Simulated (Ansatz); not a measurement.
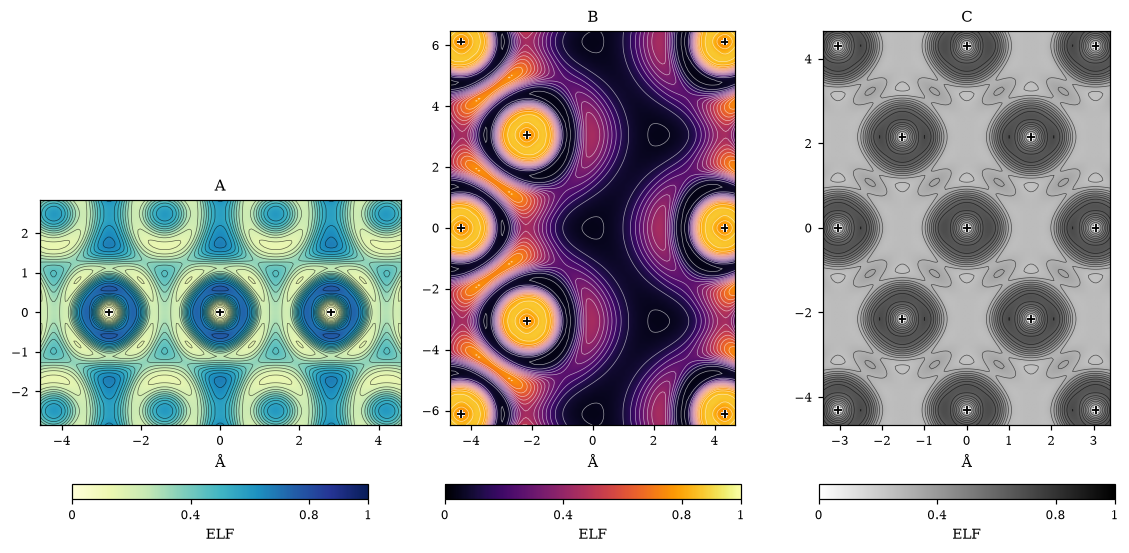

The electron localisation function of 3 systems, each on a plane through atoms (crosses mark nuclei in the plane).

The calculation used DFT, r2SCAN, plane waves (500 eV) with PAW, scalar-relativistic in Ansatz 0.2.0.

System 1: Ir, the (011) plane of the conventional cell. Space group Im-3m; set up as Ir, bcc; a generated structure, not necessarily the stable one; changed on purpose from its base cell (volume × 0.96); computed pressure about 15 GPa in this cell; computed without spin polarisation.

```cif
data_structure
_symmetry_space_group_name_H-M 'P 1'
_symmetry_Int_Tables_number 1
_cell_length_a 3.0465
_cell_length_b 3.0465
_cell_length_c 3.0465
_cell_angle_alpha 90.000
_cell_angle_beta 90.000
_cell_angle_gamma 90.000
_cell_volume 28.27
loop_
_atom_site_label
_atom_site_type_symbol
_atom_site_fract_x
_atom_site_fract_y
_atom_site_fract_z
_atom_site_occupancy
Ir1 Ir 0.00000 0.00000 0.00000 1
Ir2 Ir 0.50000 0.50000 0.50000 1
```

System 2: Ca, the (011) plane of the conventional cell. Space group Fd-3m; set up as Ca, diamond; a generated structure, not necessarily the stable one.

```xyz
8
Lattice="8.6583 0.0000 0.0000 0.0000 8.6583 0.0000 0.0000 0.0000 8.6583" Properties=species:S:1:pos:R:3 pbc="T T T"
Ca    6.4938    2.1646    2.1646
Ca    2.1646    6.4938    2.1646
Ca    2.1646    2.1646    6.4938
Ca    6.4938    6.4938    6.4938
Ca    4.3292    0.0000    0.0000
Ca    0.0000    4.3292    0.0000
Ca    0.0000    0.0000    4.3292
Ca    4.3292    4.3292    4.3292
```

System 3: Ta, the (010) plane of the conventional cell. Space group P6₃/mmc; set up as Ta, hcp; a generated structure, not necessarily the stable one; changed on purpose from its base cell (volume × 0.92); computed pressure about 19 GPa in this cell.

```
CELL_PARAMETERS angstrom
2.80667 0.00000 0.00000
-1.40333 2.43064 0.00000
0.00000 0.00000 4.98750
ATOMIC_POSITIONS crystal
Ta 0.33333 0.66667 0.25000
Ta 0.66667 0.33333 0.75000
```

**Which map belongs to which system?**

Panel A is system 3, Ta: the plane holds Ta. Ta–Ta (2.81 Å): the ELF is about 0.30 at the midpoint; no localised pair shows between them. Panel B is system 2, Ca: the plane holds Ca. Ca–Ca (3.75 Å): the ELF peaks at about 0.75 between the atoms. Panel C is system 1, Ir: the plane holds Ir. Ir–Ir (2.64 Å): the ELF is about 0.35 at the midpoint.
